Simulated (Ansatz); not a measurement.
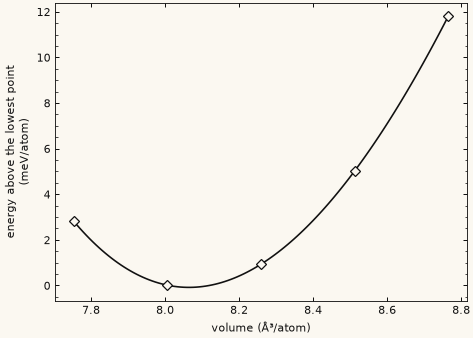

The picture above shows the energy above the lowest point against volume for LiF, space group Fm-3m (No. 225) (one of a set of cubic test structures, which need not be the stable phase).

Computed with Ansatz 0.2.0 development build: equation of state of a cubic crystal from periodic Kohn-Sham density functional theory without spin, third-order Birch-Murnaghan fit to the free energies; pressure corrected for the finite basis. Level: HSE06.

structure type rock salt; atoms in cell 2; space group number 225; lattice centring face-centred primitive; k mesh 4×4×4; occupation method Fermi–Dirac; occupation width 0.05 eV; wave cutoff 420 eV; datasets soft-1 PAW; density tolerance 1e−07 eV; bands 9; density cutoff ratio 4; search for lower states default; exchange singularity Wigner-Seitz.

From this curve and the settings, what does the calculation give for the pressure at the same points?

The pressure falls from 3.164 GPa at volume 7.7532 Å³/atom to −5.126 GPa at 8.7645 Å³/atom, and changes sign near 8.07 Å³/atom.

```csv
volume (Å³/atom),pressure (GPa)
7.7532,3.164
8.0060,0.560
8.2588,-1.652
8.5117,-3.533
8.7645,-5.126
```

Keep in mind: modest k-mesh, values are not fully converged in k.
